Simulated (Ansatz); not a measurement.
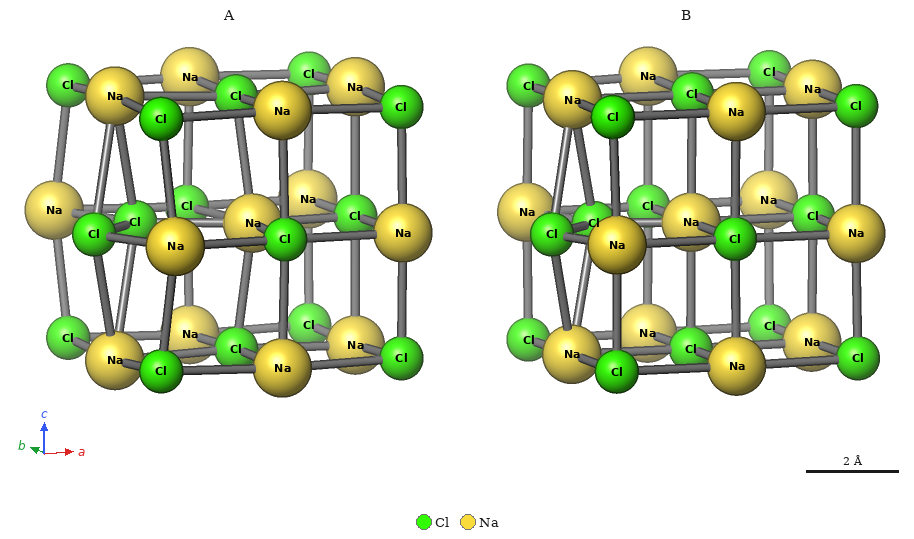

Two geometries of a defect cell of composition Cl33Na32 (cell charge +1), drawn at one scale. One is the start of a relaxation, the other its converged end. The picture is a ball-and-stick view of the atoms within 5.0 Å of the atom that moves most (axes of the cell of the calculation (origin shifted)), seen slightly off an axis.

These are results of DFT, PBEsol, PAW, plane waves in Ansatz, not measurements. (plane-wave cutoff 420 eV; k-point mesh 1 × 1 × 1; mesh shifted by (0.25, 0.25, 0.25); no spin polarisation; atoms relaxed in a fixed cell; force threshold 0.03 eV/Å; at most 80 steps)

Which geometry has the lower energy?

Structure A is the relaxed one. After 5 geometry steps the energy has fallen by 2.558 eV per cell of the calculation. The largest force component goes from 3.7 to 0.025 eV/Å. The atom that moves furthest is a Na atom (0.42 Å along [3 −2 0]). Largest moves by element: Na 0.42 Å, Cl 0.24 Å. The cell stays as it was. Among the contacts that change: Cl–Na 2.128 → 2.567 Å, Cl–Na 2.151 → 2.567 Å, Cl–Na 2.183 → 2.567 Å, Cl–Na 2.838 → 2.504 Å. Bond angles that change, for instance: Cl–Na–Cl 178.7° → 164.7°, Cl–Na–Cl 179.2° → 166.6°, Cl–Na–Cl 68.7° → 57.5°. The run took 4.3 s on 1 × NVIDIA GB200 with 8 threads of Arm Neoverse-V2, peak memory 1.9 GiB.

Limits of the set-up: the cell is charged, on a uniform background, and energies carry no finite-size correction.
